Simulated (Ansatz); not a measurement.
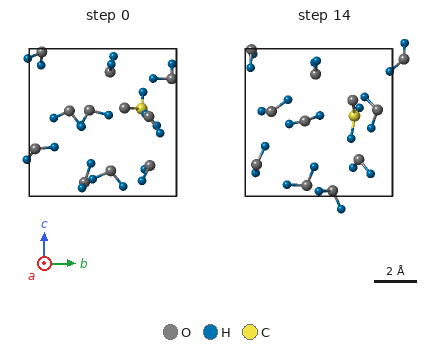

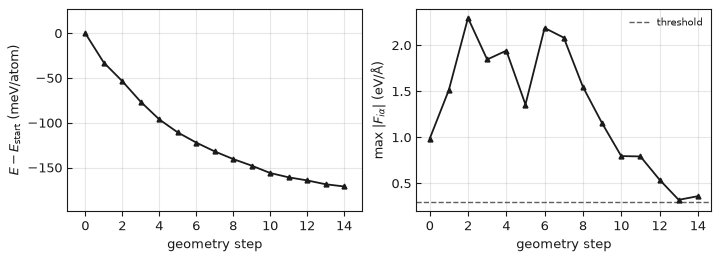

First and last geometry of a relaxation of an amorphous cell of composition H22CO11, with the history of the run. A ball-and-stick model of the cell of the calculation, seen along the a axis.

The cell holds 10 H2O + 1 H2CO. The run prepares the start of a later molecular dynamics calculation, from a guessed geometry.

Level of theory: DFT PBE, scalar-relativistic, plane waves, PAW in Ansatz 0.2.0.

Input
```yaml
crystal:
  lattice:
    - [7.120367, 0.0, 0.0]
    - [0.0, 7.120367, 0.0]
    - [0.0, 0.0, 7.120367]
  atoms:
    - { symbol: O, position: [0.5638738, 0.3760953, 0.0937907] }
    - { symbol: H, position: [0.5733288, 0.4201193, 0.2221493] }
    - { symbol: H, position: [0.69321, 0.3592404, 0.0551706] }
    - { symbol: O, position: [0.2528666, 0.5541603, 0.1717121] }
    - { symbol: H, position: [0.2463301, 0.6385784, 0.0652493] }
    - { symbol: H, position: [0.2621637, 0.4307259, 0.1153119] }
    - { symbol: O, position: [0.8082142, 0.0860195, 0.977954] }
    - { symbol: H, position: [0.8948086, -0.0090967, 0.9337073] }
    - { symbol: H, position: [0.7058457, 0.0815018, 0.8884904] }
    - { symbol: O, position: [0.5237126, 0.4086244, 0.582752] }
    - { symbol: H, position: [0.5892553, 0.3494174, 0.4793008] }
    - { symbol: H, position: [0.5229835, 0.5406481, 0.5500007] }
    - { symbol: O, position: [0.0943342, 0.0422544, 0.3210806] }
    - { symbol: H, position: [-0.0047249, -0.0149384, 0.2474618] }
    - { symbol: H, position: [0.0557899, 0.1721778, 0.3328146] }
    - { symbol: O, position: [0.6087373, 0.8193674, 0.2077504] }
    - { symbol: H, position: [0.4798177, 0.7845605, 0.1818338] }
    - { symbol: H, position: [0.6786904, 0.7661936, 0.1039113] }
    - { symbol: O, position: [0.9103022, 0.5500993, 0.8422872] }
    - { symbol: H, position: [0.8284848, 0.5730945, 0.9484973] }
    - { symbol: H, position: [1.035507, 0.5581818, 0.8948407] }
    - { symbol: O, position: [0.2688488, 0.9688134, 0.796411] }
    - { symbol: H, position: [0.1774006, 0.9700058, 0.8971049] }
    - { symbol: H, position: [0.317804, 0.8419096, 0.7979188] }
    - { symbol: O, position: [0.7764298, 0.8125134, 0.5400195] }
    - { symbol: H, position: [0.6429204, 0.791778, 0.5557903] }
    - { symbol: H, position: [0.7848356, 0.8889068, 0.4277838] }
    - { symbol: O, position: [0.8583055, 0.2733919, 0.5783862] }
    - { symbol: H, position: [0.8715069, 0.3561466, 0.4712375] }
    - { symbol: H, position: [0.7875676, 0.1678049, 0.5298992] }
    - { symbol: O, position: [0.2929508, 0.6480875, 0.597691] }
    - { symbol: C, position: [0.1666313, 0.7638132, 0.5939912] }
    - { symbol: H, position: [0.1517358, 0.8660422, 0.4784182] }
    - { symbol: H, position: [0.0598679, 0.7730405, 0.7060009] }
basis:
  ecutwfc: 420.0
kpoints:
  mp_grid: { grid: [1, 1, 1] }
hamiltonian:
  xc: pbe
scf:
  occupations: { method: fermi_dirac, width: 0.05 }
  lower_state_search: "off"
relax:
  f_tol: 0.3
  max_steps: 15
  adjacent_minimum: "off"
output:
  write_density: true
  write_potential: true
  elf: true
  volumetric_format: npy
```

Run as
```bash
ansatz run input.yaml --threads 1 --pin off --max-ram 3072MiB --backend cpu --events-out ev --progress --plain --runs-dir out
```

Read the history and describe the run.

Answer. The relaxation stopped without meeting its thresholds, so the last structure isn't shown to be converged. It used up its limit of 15 steps. The energy falls by 171 meV per atom in 14 geometry steps. Largest force component: 0.99 eV/Å at the start, 0.36 eV/Å at the end. The atom that moves furthest is H29 (1.56 Å along [2 −1 3]). By element the largest moves are H 1.56 Å, O 1.34 Å, C 0.39 Å. The cell doesn't change. Among the contacts that change: O7–H9 0.969 → 1.014 Å, O25–H27 0.969 → 0.997 Å, O13–H15 0.969 → 0.994 Å, C32–H33 1.104 → 1.118 Å. Bond angles that change, for instance: H2–O1–H3 104.0° → 106.9°. The run took of the order of 70 core-seconds on a shared host.

Limits of the set-up: the periodic images lie only 7.1 Å apart, so the values are limited by the cell's size.
